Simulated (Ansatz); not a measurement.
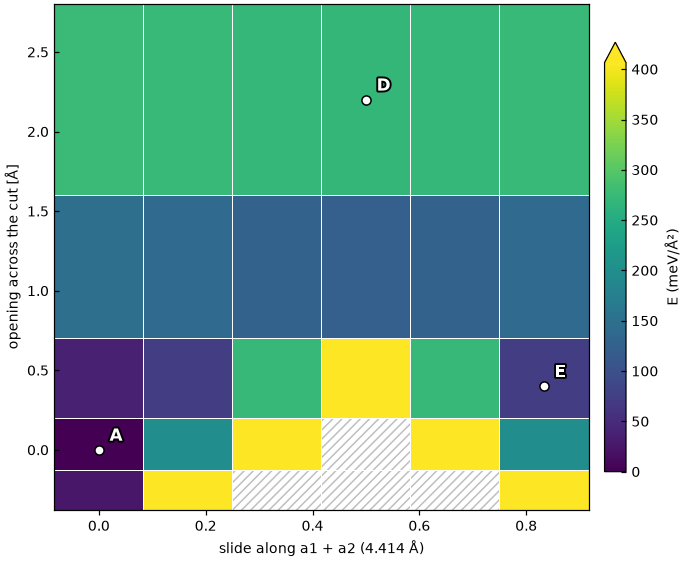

Pt (Im-3m, No. 229; 6 atoms in the cell). 
- Rigid slide and opening across a plane, one cut a cell; the plane is (0 0 1) of the conventional cell.
- First axis: slide along a1 + a2 (4.414 Å). Second axis: opening across the cut.
- Nothing is relaxed (rigid halves).
- Grid: 6 × 5 points; 17 points were computed and 9 follow by symmetry. At 4 points there is no value (left out of the scan, as a rule where atoms come close).
- Points are written as (first, second).
- Energies: meV/Å², counted from the lowest grid point.
- All numbers below come from Ansatz 0.2.0, DFT PBEsol, scalar-relativistic, plane waves, PAW. Settings: cutoff 420 eV, k-mesh 14×14×5 in the order of the run's cell vectors, gaussian smearing 0.15 eV, no spin polarisation.

In the figure: one coloured cell a grid point, one colour for all values above the top of the scale, hatched blanks where no value was computed, lettered points.

Q: Is A the lowest point of the computed grid?

A: Yes. A, at (0.000, 0.00 Å), has the lowest energy of the grid.

Q: Rank the lettered points by energy, lowest first.

A: A (0 meV/Å²), E (72 meV/Å²), D (269 meV/Å²).

PAW datasets: the set soft_1.
